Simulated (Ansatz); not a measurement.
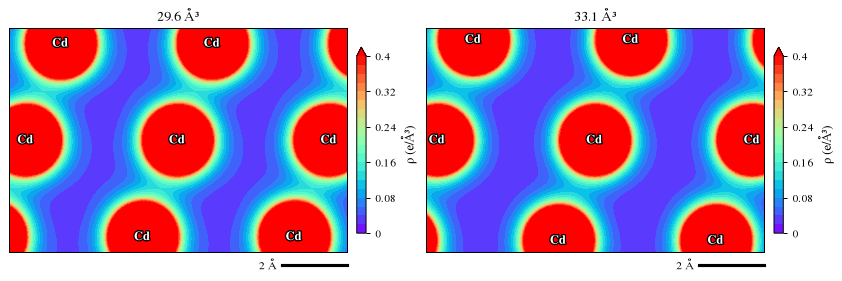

Cd. The valence charge density (pseudo) of cells scaled evenly to different volumes (given per atom above each panel), on the (001) plane of each (indices in the axes of the cell below), at one length scale and on one colour scale.

A generated structure, not necessarily the stable one.

Method: DFT, BLYP, plane waves (420 eV) with PAW, scalar-relativistic in Ansatz.

In a PAW calculation such maps are meaningful between the atoms, not at the nuclei.

The largest cell:

```cif
data_structure
_symmetry_space_group_name_H-M 'P 1'
_symmetry_Int_Tables_number 1
_cell_length_a 4.8548
_cell_length_b 4.8548
_cell_length_c 4.8555
_cell_angle_alpha 98.200
_cell_angle_beta 98.200
_cell_angle_gamma 140.357
_cell_volume 66.24
loop_
_atom_site_label
_atom_site_type_symbol
_atom_site_fract_x
_atom_site_fract_y
_atom_site_fract_z
_atom_site_occupancy
Cd1 Cd 0.99679 0.00321 0.00000 1
Cd2 Cd 0.75321 0.24679 0.50000 1
```

| volume (Å³/atom) | Cd–Cd contact in the plane (Å) | ρ at its midpoint (e/Å³) | pressure (GPa) | 
| --- | --- | --- | --- |
| 29.57 | 3.170 | 0.139 | 0.0 | 
| 30.75 | 3.212 | ? | ? | 
| 33.12 | 3.292 | 0.114 | −1.2 | 

> What values belong in the row with question marks?

Over the known rows ln ρ falls by 1.63 per Å of Cd–Cd distance (the line through the two), which gives 0.130 e/Å³ at 3.212 Å; the calculation gives 0.130 e/Å³. For the pressure, a straight line in volume between the neighbouring rows gives −0.4 GPa; the calculation gives −0.5.
